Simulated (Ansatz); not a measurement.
**Sb₂Se₅: density, localisation and related maps**

The calculation's input:

```
crystal:
  lattice:
    - [7.9174546503, -2.1048832815, 0.0]
    - [7.9174546503, 2.1048832815, 0.0]
    - [-1.3446480972, 0.0, 5.7006716829]
  atoms:
    - { symbol: Sb, position: [0.1404762557, 0.1404762557, 0.4106754983] }
    - { symbol: Sb, position: [0.8595237443, 0.8595237443, 0.5893245017] }
    - { symbol: Se, position: [0.0, 0.0, 0.0] }
    - { symbol: Se, position: [0.5620358586, 0.5620358586, 0.6595085282] }
    - { symbol: Se, position: [0.4379641414, 0.4379641414, 0.3404914718] }
    - { symbol: Se, position: [0.2830580514, 0.2830580514, 0.7901318037] }
    - { symbol: Se, position: [0.7169419486, 0.7169419486, 0.2098681963] }
basis:
  ecutwfc: 420
kpoints:
  mp_grid: { grid: [8, 8, 6] }
hamiltonian:
  xc: pbe
scf:
  occupations: { method: gaussian, width: 0.1 }
output:
  forces: true
  stress: true
  eigenvalues: true
  write_density: true
  write_potential: true
  elf: true
  volumetric_format: npy
relax:
  adjacent_minimum: "off"
  f_tol: 0.01
  max_steps: 80
  cell: { stress_tol: 0.05 }
```

Launched as:

```sh
ansatz run input.yaml --threads 1 --pin off --max-ram 2560MiB --backend cpu --events-out ev --progress --plain --runs-dir out
```

Below, planes, directions and counts refer to the conventional cell (a = 15.84 Å, b = 4.12 Å, c = 5.99 Å, α = 90.00°, β = 103.83°, γ = 90.00°).

The fields are those of the relaxed geometry.

Space group C2/m; a generated structure, not necessarily the stable one.

Theory: DFT PBE, scalar-relativistic, plane waves, PAW (Ansatz 0.2.0).

The density is the valence pseudo-density of a PAW calculation; it isn't the true density close to the nuclei.

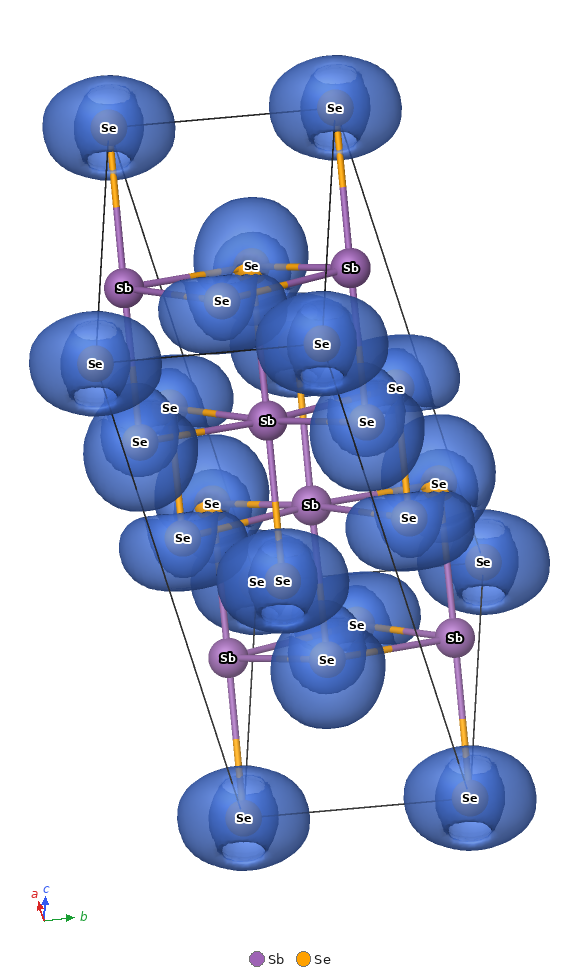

Figure 1. Isosurface of the ELF at 0.75 (blue), seen at an oblique angle. Core shells and regions of very low density are left out. Sticks mark near contacts.

**Identify the bonds, lone pairs and shells in this picture.**

The ELF exceeds this value in ten regions wrapped around Se (the valence shell of each), counted in one cell of 14 atoms. Any copies at cell faces, edges or corners count once. Along the contacts the grid gives the following. Se–Se (2.36 Å): the ELF peaks at about 0.70 between the atoms. Sb–Se (2.79 Å): the ELF is about 0.60 at the midpoint.

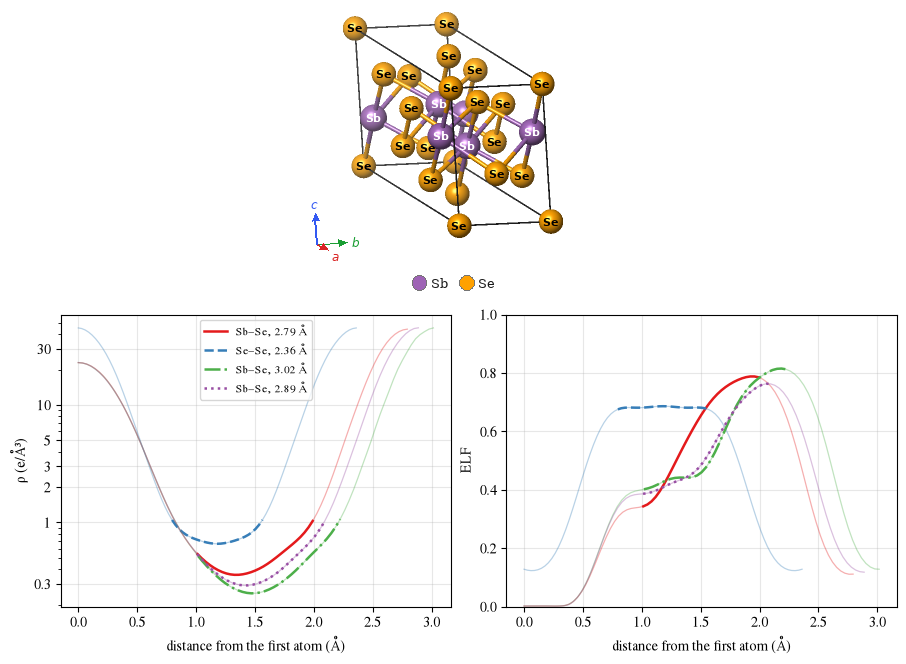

Figure 2. Valence pseudo-density and electron localisation function along straight lines between neighbouring atoms. Thin, pale parts lie inside the atomic spheres. The structure is drawn too.

**What can be read from the curves?**

Sb–Se (2.79 Å): ρ is about 0.36 e/Å³ halfway; the ELF is about 0.60 at the midpoint.
Se–Se (2.36 Å): ρ is about 0.66 e/Å³ halfway; the ELF peaks at about 0.70 between the atoms.
Sb–Se (3.02 Å): ρ at the midpoint is about 0.25 e/Å³; the ELF is about 0.45 at the midpoint.
Sb–Se (2.89 Å): the density is about 0.29 e/Å³ at the midpoint; the ELF is about 0.45 at the midpoint.

**Does the calculation make it a metal, or give it a gap?**

It is metallic or semimetallic at this level of theory: no gap opens.
